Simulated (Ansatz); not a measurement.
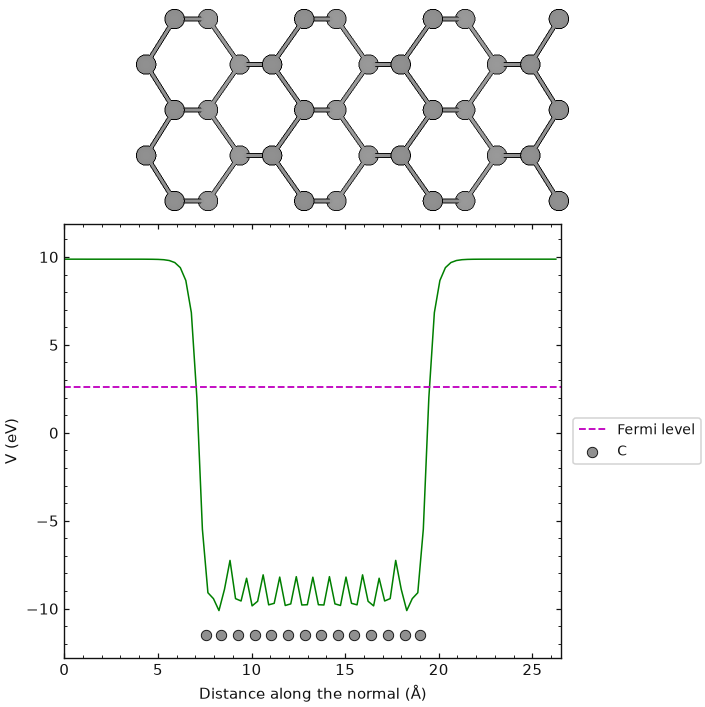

Plane-averaged electrostatic potential energy of an electron across the slab; circles at the bottom mark the heights of the atoms (positions after relaxation). The structure is drawn too.

Calculation on a (100) slab cut from C (Fd-3m), 14 atoms in the cell.

Method: DFT PBEsol, scalar-relativistic, plane waves, PAW, no spin polarisation, 11×11×1 k mesh, Gaussian smearing of 0.05 eV (Ansatz).

Q: What is the work function?

A: The work function is 7.28 eV, the same on both faces. The two vacuum levels agree, so the slab has no net dipole along its normal.

Q: How thick are slab and vacuum?

A: The outermost atoms are 11.4 Å apart, which leaves 15.2 Å of vacuum in a cell 26.5 Å high.
